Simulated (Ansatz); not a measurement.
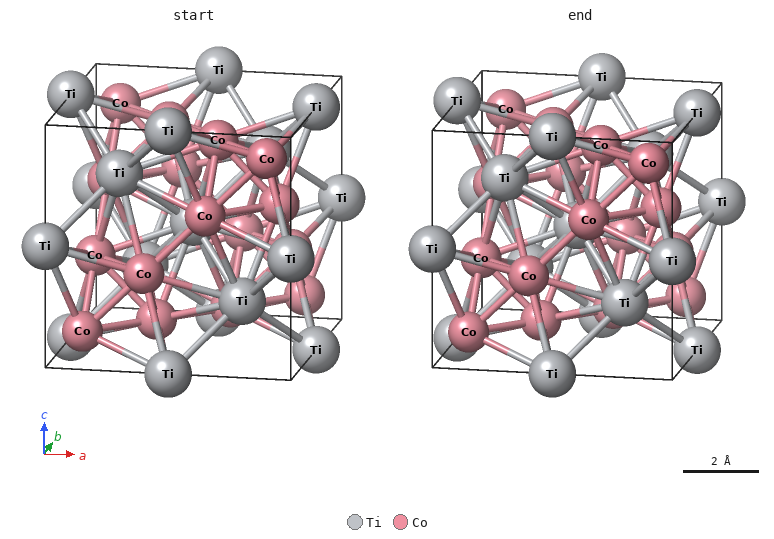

The structure of crystalline TiCo2 (set up in Fd-3m) (coarse preliminary run) before (left) and after (right) a relaxation, at one scale.

The picture is a ball-and-stick view of the conventional cell (4 times the calculation's cell), seen slightly off an axis. Lengths and directions refer to the drawn axes.

The calculation used Ansatz 0.2.0, DFT PBEsol, scalar-relativistic, plane waves, PAW.

Input file:
```yaml
crystal:
  lattice:
    - [0.0, 3.352, 3.352]
    - [3.352, 0.0, 3.352]
    - [3.352, 3.352, 0.0]
  atoms:
    - { symbol: Ti, position: [0.5, 0.5, 0.5], spin: -0.33 }
    - { symbol: Ti, position: [0.75, 0.75, 0.75], spin: -0.33 }
    - { symbol: Co, position: [0.125, 0.125, 0.125], spin: 0.85 }
    - { symbol: Co, position: [0.625, 0.125, 0.125], spin: 0.85 }
    - { symbol: Co, position: [0.125, 0.125, 0.625], spin: 0.85 }
    - { symbol: Co, position: [0.125, 0.625, 0.125], spin: 0.85 }
basis:
  ecutwfc: 420
kpoints:
  mp_grid: { grid: [6, 6, 6] }
hamiltonian:
  xc: pbesol
scf:
  occupations: { method: gaussian, width: 0.1 }
output:
  forces: true
  stress: true
  eigenvalues: true
  populations: true
magnetization:
  spin_polarized: true
relax:
  adjacent_minimum: "off"
  f_tol: 0.05
  max_steps: 80
  cell: { stress_tol: 0.5 }
```

Command:
```bash
ansatz run input.yaml --threads 1 --pin off --max-ram 2560MiB --backend cpu --events-out ev --progress --plain --runs-dir out
```

Q: Summarise the run.

A: The atoms keep their places relative to the cell (all moves are under 0.005 Å). The drawn cell changes as follows: a = b = c 6.704 → 6.553 Å (−2.3 %); the volume changes by −6.6 %. Near-neighbour distances that change, for instance: Ti1–Ti2 2.903 → 2.837 Å, Ti1–Co3 2.779 → 2.717 Å, Co3–Co4 2.370 → 2.317 Å. The space group stays Fd-3m (No. 227). Over 3 accepted moves (4 points after the start) the energy falls by 35.0 meV per atom. All forces vanish by symmetry, so only the cell relaxes. The pressure goes from −11.48 to 0.06 GPa. The SCF was repeated once at an unchanged geometry on a basis and grid sized afresh for the cell, which shifted the energy by 0.4 meV per atom at most. The program noted that the starting moments weren't kept. Cost: 2.5 min on 1 thread of AMD EPYC 7R43 64-Core Processor (Zen 3) (shared host), peak memory 0.51 GiB.
